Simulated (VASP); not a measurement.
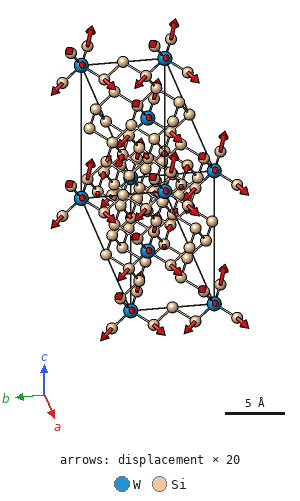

This is a relaxation of a defect cell of composition Si23W. The starting structure is drawn; red arrows show the displacements, magnified 20 times.

The picture is a ball-and-stick view of the conventional cell (2 times the calculation's cell), seen from a free direction. Lengths and directions refer to the drawn axes.

The run lets the atoms move in a fixed cell.

Theory: VASP 6.6.1, Kohn-Sham DFT of a periodic cell, PBEsol, DFT+U, VASP PAW PBE potentials, recommended.

Input
```
ALGO = Normal
EDIFF = 1E-5
EDIFFG = -0.03
ENCUT = 350
GGA = PS
IBRION = 2
ISIF = 2
ISMEAR = 0
ISPIN = 2
KPAR = 4
LASPH = T
LCHARG = F
LDAU = T
LDAUJ = 0 0
LDAUL = 2 -1
LDAUPRINT = 1
LDAUTYPE = 2
LDAUU = 2 0
LMAXMIX = 4
LORBIT = 11
LREAL = Auto
LWAVE = F
MAGMOM = 2 0 0 0 0 0 0 0 0 0 0 0 0 0 0 0 0 0 0 0 0 0 0 0
NELM = 120
NSW = 40
PREC = Accurate
SIGMA = 0.03
```

Command:
```bash
cat potpaw_PBE.64/W_sv/POTCAR potpaw_PBE.64/Si/POTCAR > POTCAR
mpirun -np 4 vasp_std > vasp.out
```

> Which element moves most?

Silicon: up to 0.11 Å, against 0.03 Å for tungsten.

> Describe the change and its energy.

The largest move is that of a Si atom, 0.11 Å along [1 0 3]. Largest moves by element: Si 0.11 Å, W 0.03 Å. The cell doesn't change. Among the contacts that change: Si–W 2.354 → 2.440 Å, Si–Si 2.354 → 2.338 Å. Among the angles between lasting bonds that change: Si–Si–Si 109.5° → 105.2°, W–Si–Si 109.5° → 105.3°, Si–Si–Si 109.5° → 106.0°. After 11 geometry steps the energy has fallen by 0.202 eV per cell of the calculation. Largest force component: 0.77 eV/Å at the start, 0.021 eV/Å at the end.

Limits of the set-up: the periodic images lie only 7.7 Å apart, so the values are limited by the cell's size.
